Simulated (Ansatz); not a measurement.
Ga3Se: single-point calculation

System: Ga3Se (4 atoms in the cell).
Method: DFT PBEsol, scalar-relativistic, plane waves, PAW, no spin polarisation (Ansatz 0.2.0).

The structure derives from a Materials Project entry. Figures and captions count atoms from 1; the log counts them from 0 in places.

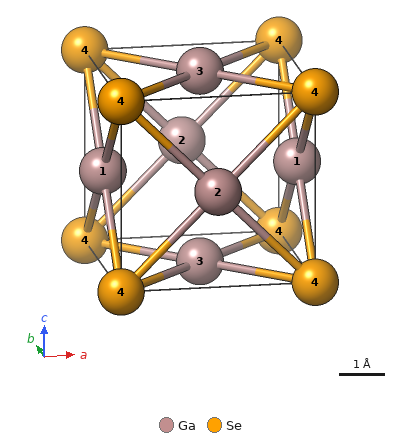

*The input geometry (ball-and-stick view of the cell of the calculation, seen slightly off an axis; atoms are numbered from 1 in the order of the input). An atom can appear more than once, as a periodic image.*

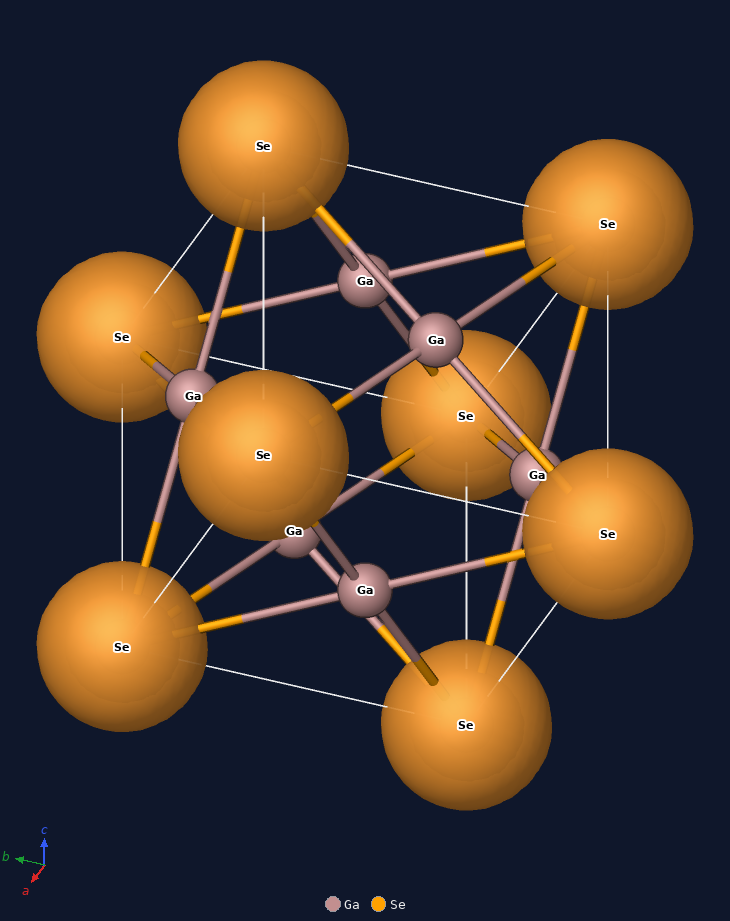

*Isosurface of the electron localisation function at 0.75 (orange), seen at an oblique angle. Only the valence region is drawn (cores and ρ < 0.01 e/Å³ removed). Sticks mark near contacts. The outline is the cell set on symmetry axes.*

Along the contacts the grid gives the following. In a PAW calculation such maps are meaningful between the atoms, not at the nuclei.

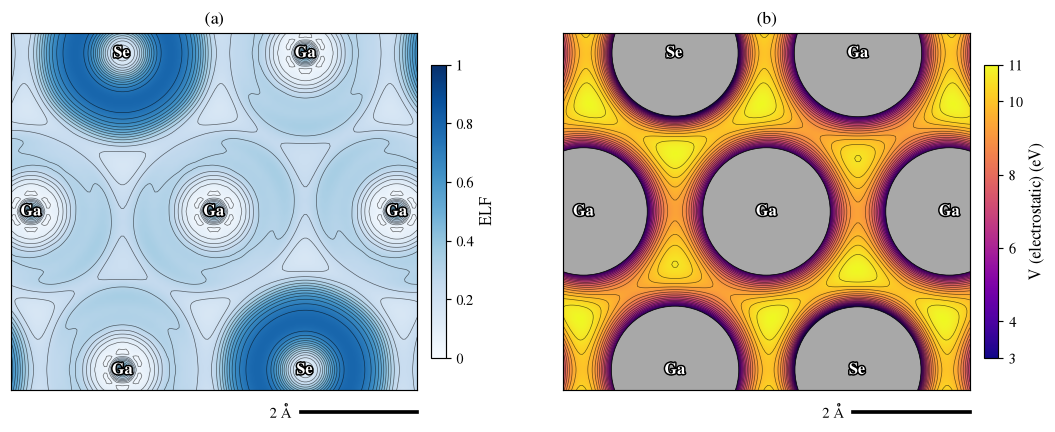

*(a) ELF; (b) electrostatic potential energy of an electron on the (111) plane of the conventional cell. Grey discs, where drawn, cover atomic cores.*

The section cuts through Ga and Se sites. The strong features right at Ga lie inside the PAW spheres (semicore, d or f shells) and say nothing about bonding. Outside the cores the potential energy rises away from the atoms and is highest about 1.7 Å from the nearest atoms; outside the discs it spans about 7 eV, and its zero is arbitrary.

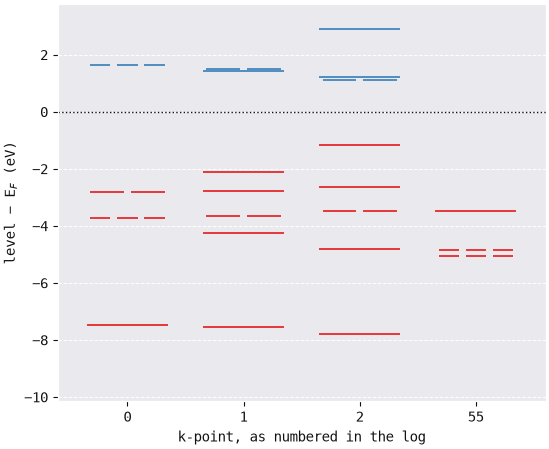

*Kohn–Sham levels near the Fermi level (dotted) at the few k-points that the log prints; levels within 0.02 eV of each other stand side by side.*

The system is metallic on the full mesh.

These pictures come from the run below.

Input
```yaml
crystal:
  lattice:
    - [4.432465, 0.0, 0.0]
    - [0.0, 4.432465, 0.0]
    - [0.0, 0.0, 4.432465]
  atoms:
    - { symbol: Ga, position: [0.0, 0.5, 0.5] }
    - { symbol: Ga, position: [0.5, 0.0, 0.5] }
    - { symbol: Ga, position: [0.5, 0.5, 0.0] }
    - { symbol: Se, position: [0.0, 0.0, 0.0] }
basis:
  ecutwfc: 420
kpoints:
  mp_grid: { grid: [10, 10, 10] }
hamiltonian:
  xc: pbesol
scf:
  occupations: { method: gaussian, width: 0.1 }
output:
  forces: true
  stress: true
  eigenvalues: true
  populations: true
  write_density: true
  write_potential: true
  elf: true
  volumetric_format: npy
```

Launch command:
```bash
ansatz run input.yaml --threads 1 --pin off --max-ram 2560MiB --backend cpu --events-out ev --progress --plain --runs-dir out
```

Output
```
Engine: ansatz 0.2.0, x86_64-unknown-linux-gnu
Pseudopotentials: kind: paw
Pseudopotential: Ga, paw, valence charge 13, recommended cutoff 420 eV (normal), Ga.paw.azcp
Pseudopotential: Se, paw, valence charge 16, recommended cutoff 420 eV (normal), Se.paw.azcp
Functional definition: PBEsol
  exchange = pbesol_x
  correlation = pbesol_c
Crystal: 4 atoms, lattice volume = 87.084 Å³
Basis set: ecut = 420 eV, 1743 PW (Γ), exchange–correlation on 60×60×60 points (8 copies of the dense FFT grid, shifted against one another)
Bands: 33, of which v1, the nominal top of the filled ones, is band 28 counted from 1 (27 counted from 0)
Symmetry: 48 space group operations
Space group: Pm-3m (ITA 221), of the structure as read, at distance tolerance 4.4e-5 Å
k-points: 56 of 1000
Non-local potential: Ga, projectors of the file, l = 0: 2, l = 1: 2, l = 2: 3, l = 3: 1
Non-local potential: Se, projectors of the file, l = 0: 2, l = 1: 2, l = 2: 3, l = 3: 1
PAW form: soft (Blöchl's): semilocal exchange-correlation on the pseudo side does not see the compensation charge
PAW frozen core: Ga, regenerated for the run's functional, and the local potential with it (the file was generated under x = pbe(κ = 0.804, μ = 0.2195149727645171), c = pbe(β = 0.06672455060314922))
PAW frozen core: Se, regenerated for the run's functional, and the local potential with it (the file was generated under x = pbe(κ = 0.804, μ = 0.2195149727645171), c = pbe(β = 0.06672455060314922))
PAW one-centre angular grid: Ga, 590 points (default); XC on 64 Gauss nodes
PAW one-centre angular grid: Se, 590 points (default); XC on 64 Gauss nodes
Initial density: superposition of atomic densities (neutral atoms: chi_scale 0, normalization atom), corrected by the library's trained network
Initial wavefunctions: pseudopotential atomic-orbital guess
Functional: x = pbesol(κ = 0.804, μ = 0.12345679012345678), c = pbesol(β = 0.046)
SCF iter   1: F=—  HF=-16653.848281 eV  |F-HF|=—  |Δ(HF+E_count)|=         —  Δρ=2.61e-3  dr2=1.27e-2  ethr=1.77e-3  ⟨swp⟩=6.2  Hψ=6732  notcnv=0
preconditioner: auto → Kerker (q_TF=auto, 2.527 Å⁻¹)  [metal: Δε(μ)=0.040 eV  Ē_g=14.267 eV  σ=0.100 eV  W_gap=0.22  n_scr=26 (ndim 8)  ℏωp=26.7 eV  f_vac=0.000  D(μ)=2.49/eV (n_scr^D=18)]
SCF iter   2: F=—  HF=-16653.843951 eV  |F-HF|=—  |Δ(HF+E_count)|=   4.33e-3  Δρ=1.15e-3  dr2=2.72e-3  ethr=2.31e-5  ⟨swp⟩=2.6  Hψ=3666  notcnv=0
SCF iter   3: F=—  HF=-16653.843405 eV  |F-HF|=—  |Δ(HF+E_count)|=   5.46e-4  Δρ=4.90e-4  dr2=4.01e-4  ethr=4.95e-6  ⟨swp⟩=1.8  Hψ=1907  notcnv=0
SCF iter   4: F=—  HF=-16653.843319 eV  |F-HF|=—  |Δ(HF+E_count)|=   8.54e-5  Δρ=2.03e-4  dr2=3.50e-5  ethr=7.29e-7  ⟨swp⟩=2.9  Hψ=3082  notcnv=0  defer=1
SCF iter   5: F=—  HF=-16653.843278 eV  |F-HF|=—  |Δ(HF+E_count)|=   4.12e-5  Δρ=7.29e-5  dr2=6.73e-6  ethr=6.37e-8  ⟨swp⟩=2.0  Hψ=3051  notcnv=0  defer=2
SCF iter   6: F=—  HF=-16653.843274 eV  |F-HF|=—  |Δ(HF+E_count)|=   4.13e-6  Δρ=3.01e-5  dr2=1.06e-6  ethr=1.22e-8  ⟨swp⟩=2.0  Hψ=3331  notcnv=0  defer=2
SCF iter   7: F=-16653.843273 eV  HF=-16653.843274 eV  |F-HF|=8.20e-8  |Δ(HF+E_count)|=   2.77e-7  Δρ=6.87e-6  dr2=6.41e-8  ethr=1.82e-10  ⟨swp⟩=8.7  Hψ=12781  notcnv=0
SCF 1 converged in 7 iterations: F = -16653.843273 eV  dr2 = 6.41e-8
  greatest PAW one-centre occupation: 1.000 electrons in one spin orbital (limit 2), on the Se atom at site 3 (counted from 0), in its partial waves of l = 2
SCF converged after 7 iterations
Free energy (F): -16653.843273 eV
Harris-Foulkes:  -16653.843274 eV  (|F-HF|=8.20e-8)
Internal energy: -16653.831229 eV  (E = F + TS)
E sigma→0 (E₀):  -16653.837251 eV
Entropy (-TS):   -0.012045 eV (-3.011 meV/atom)
Fermi energy:    8.491116 eV
--- Per-component energies (eV) ---
  E_band       = -533.754626
  E_kinetic    = 457.578452
  E_local      = -7841.506602  (includes V_loc(G=0)·N_el)
  E_nonlocal   = 674.804267
  E_hartree    = 3718.502677
  E_xc         = -308.614855
  E_vxc        = -270.837589  (∫ρ·V_xc dr)
  E_paw        = -7701.398123  (= ΣΔE_a)
  E_vpaw       = -990.781478  (= ΣTr[D̂ρ^β])
  E_aug_tail   = -0.001022  (compensation charges beyond the density's cutoff)
  E_ewald      = -5656.793407
  E_core_change = 3.597384  (= ΣΔE_core)
  E_smearing   = -0.012045  (= −TS)
  E_closure    = -0.000000  (closes the sum)
  Σ components = -16653.843273   (vs F -16653.843273, Δ=0.00e0)
--- Forces (eV/Å), atoms counted from 1 ---
  atom   1  Ga     0.00000000    -0.00000000    -0.00000000
  atom   2  Ga     0.00000000    -0.00000000    -0.00000000
  atom   3  Ga    -0.00000000     0.00000000     0.00000000
  atom   4  Se    -0.00000000     0.00000000    -0.00000000
  max |Σ_I F_I| component: 2.95e-29 eV/Å
--- Stress (GPa, compression-positive) ---
       -3.649246       0.000000       0.000000
        0.000000      -3.649246       0.000000
       -0.000000       0.000000      -3.649246
  P = ⅓ Tr σ = -3.6492 GPa (-36.492 kbar)
--- Band table (eV; the first three rows and the last of 56) ---
  k-point 0: bands = ["-39.4329", "-39.4329", "-39.4329", "-39.4329", "-39.4329", "-6.4890", "-6.4667", "-6.4667", "-6.4667", "-6.4147", "-6.4147", "-6.3374", "-6.3374", "-6.3374", "-6.2750", "-6.2750", "-6.2650", "-6.2237", "-6.2237", "-6.2237", "-4.9813", "1.0033", "4.7809", "4.7809", "4.7809", "5.6682", "5.6682", "10.1163", "10.1163", "10.1163", "12.8980", "12.8980", "12.8980"]
  k-point 1: bands = ["-39.4329", "-39.4329", "-39.4329", "-39.4329", "-39.4329", "-6.4827", "-6.4655", "-6.4617", "-6.4617", "-6.4140", "-6.4112", "-6.3385", "-6.3379", "-6.3379", "-6.2782", "-6.2749", "-6.2678", "-6.2299", "-6.2299", "-6.2237", "-4.9517", "0.9292", "4.2308", "4.8446", "4.8446", "5.7174", "6.3931", "9.9257", "9.9967", "9.9967", "12.3389", "12.6296", "12.6296"]
  k-point 2: bands = ["-39.4329", "-39.4329", "-39.4329", "-39.4329", "-39.4329", "-6.4651", "-6.4624", "-6.4473", "-6.4473", "-6.4119", "-6.4010", "-6.3415", "-6.3393", "-6.3393", "-6.2882", "-6.2761", "-6.2742", "-6.2476", "-6.2476", "-6.2237", "-4.8701", "0.7070", "3.6633", "5.0275", "5.0275", "5.8575", "7.3396", "9.6042", "9.6042", "9.7077", "11.3778", "12.3367", "12.3367"]
  k-point 55: bands = ["-39.4329", "-39.4329", "-39.4329", "-39.4328", "-39.4328", "-6.5381", "-6.4147", "-6.4147", "-6.4147", "-6.4047", "-6.4047", "-6.4047", "-6.3182", "-6.3182", "-6.3002", "-6.3002", "-6.3002", "-6.2492", "-6.2492", "-6.2492", "-4.0238", "3.4437", "3.4437", "3.4437", "3.6316", "3.6316", "3.6316", "5.0255", "12.4685", "12.4685", "12.4685", "17.0312", "17.0312"]
--- Löwdin populations: 4 sites ---
  site symbol       q [e]
     0     Ga     12.9610
     1     Ga     12.9610
     2     Ga     12.9610
     3     Se     16.0147
  spilling = 0.001861 (of n_electrons = 55.000000)
```

File populations.tsv
```
# site	symbol	l	j	q
# orbitals = lowdin
# n_electrons = 55.000000
# spilling = 0.001861
0	Ga	0_4S	-	1.555648
0	Ga	1_4P	-	1.411838
0	Ga	2_3D	-	9.993498
1	Ga	0_4S	-	1.555648
1	Ga	1_4P	-	1.411838
1	Ga	2_3D	-	9.993498
2	Ga	0_4S	-	1.555648
2	Ga	1_4P	-	1.411838
2	Ga	2_3D	-	9.993498
3	Se	0_4S	-	1.841080
3	Se	1_4P	-	4.175223
3	Se	2_3D	-	9.998401
```

Results in brief

```csv
quantity,value
outcome,converged
space group (tolerance 0.01 Å),Pm-3m (221)
electrons treated,55
free energy,−16653.8433 eV
Fermi energy,8.491 eV
gap on the k-point mesh,none (metallic)
pressure,−3.65 GPa
largest force (length of the vector),under 0.001 eV/Å
hardware,"1 thread of Intel Xeon @ 2.70GHz, 189 GiB of memory available, shared host"
wall time,11 s
peak memory,0.45 GiB
```
